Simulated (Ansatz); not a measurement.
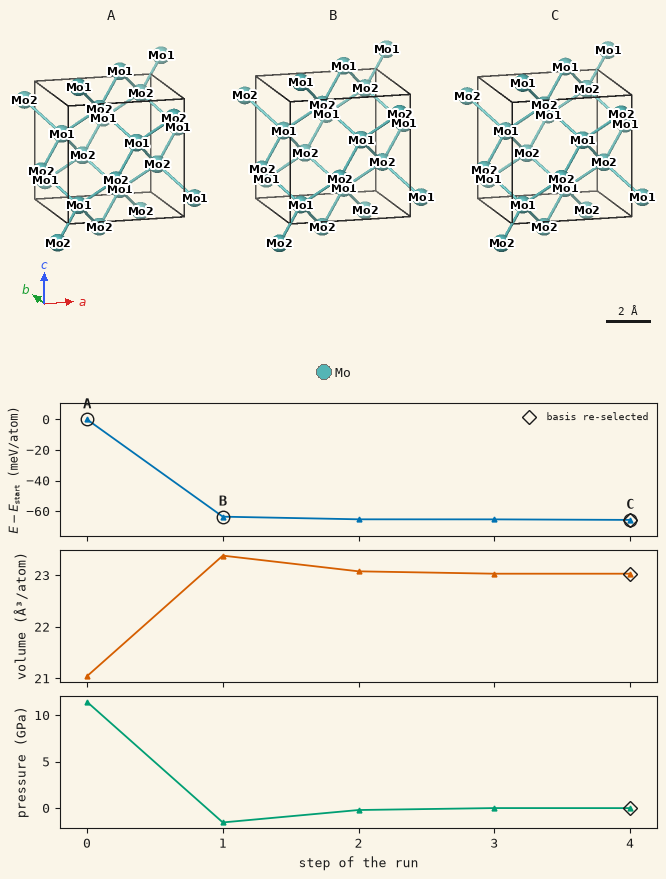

Frames of a relaxation of a crystal of Mo (a generated structure, set up in Fd-3m), marked on the history of the run. The picture is a ball-and-stick view of the conventional cell (4 times the calculation's cell), seen slightly off an axis. Lengths and directions refer to the drawn axes.

Phase: diamond.

Level of theory: Ansatz, DFT, PBE, plane waves (420 eV) with PAW, scalar-relativistic. Settings: plane-wave cutoff 420 eV; k-point mesh 10 × 10 × 10; occupations fermi dirac; smearing width 0.1 eV; no spin polarisation; cell and atoms relaxed; force threshold 0.01 eV/Å; at most 60 steps.

### Describe the path.

After 3 accepted moves (4 points after the start) the energy has fallen by 65.7 meV per atom. All forces vanish by symmetry, so only the cell relaxes. The pressure goes from 11.44 to 0.00 GPa. The SCF was repeated once at an unchanged geometry on a basis and grid sized afresh for the cell, which shifted the energy by 0.3 meV per atom at most. The atoms keep their places relative to the cell (all moves are under 0.005 Å). The volume changes by +9.4 %, with a = b = c 5.522 → 5.690 Å (+3.1 %). Among the contacts that change: Mo1–Mo2 2.391 → 2.464 Å. The space group stays Fd-3m (No. 227). From step 0 to 1: volume +11.1 %, energy −63.5 meV per atom. From step 1 to 4: volume −1.5 %, energy −2.1 meV per atom.
